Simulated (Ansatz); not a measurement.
```
Ti
1.0
     2.84056    0.00000   -0.00040
     0.00000    2.84056   -0.00040
    -0.00060   -0.00060    4.24987
Ti
2
Direct
  0.00000 0.00000 0.00000
  0.50000 0.50000 0.50000
```

Space group I4/mmm; changed on purpose from its base cell (band edges of the strained film's bulk); computed without spin polarisation.

Level of theory: Ansatz 0.2.0, DFT r2SCAN, scalar-relativistic, plane waves, PAW.

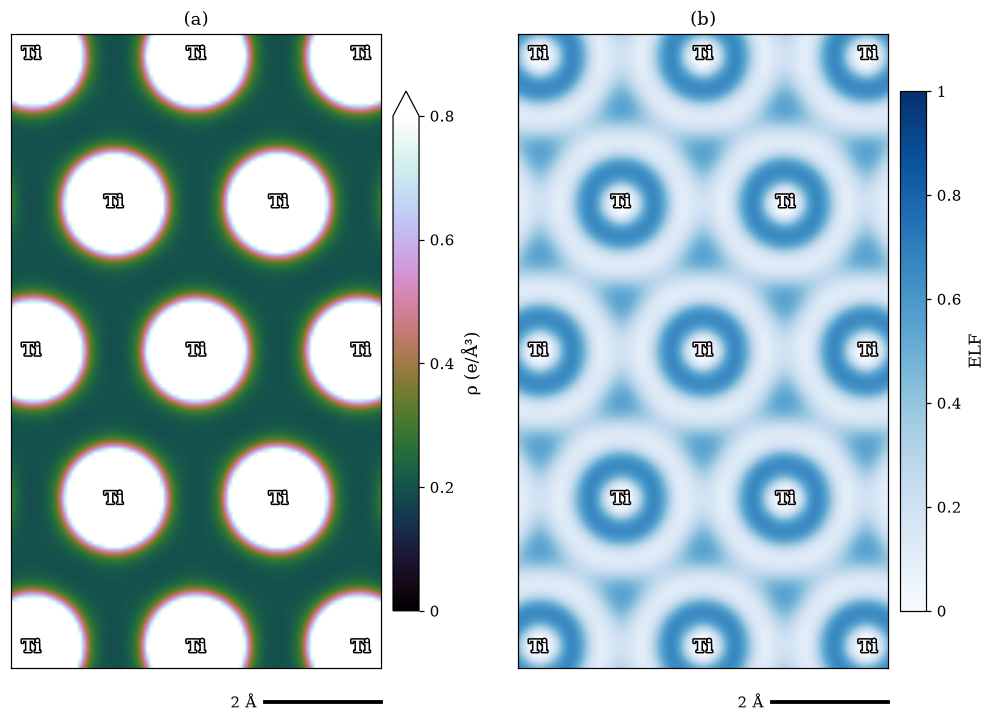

Ti. (a) valence charge density (pseudo); (b) ELF on the (011) plane of the conventional cell.

In a PAW calculation such maps are meaningful between the atoms, not at the nuclei.

> What do the fields say about this system?

The section cuts through Ti sites. Ti–Ti (2.84 Å): ρ is about 0.19 e/Å³ halfway; the ELF is about 0.20 at the midpoint: no localised pair shows between them. Ti–Ti (2.92 Å): the density is about 0.19 e/Å³ at the midpoint; the ELF is about 0.25 at the midpoint; no localised pair shows between them. Between the atoms the lowest density in this plane is 0.19 e/Å³. The features right at Ti lie inside the PAW spheres, where the map follows smoothed inner orbitals and isn't to be read closely.

> Metal or insulator at this level of theory?

It is gapless in this calculation (a metal or semimetal).
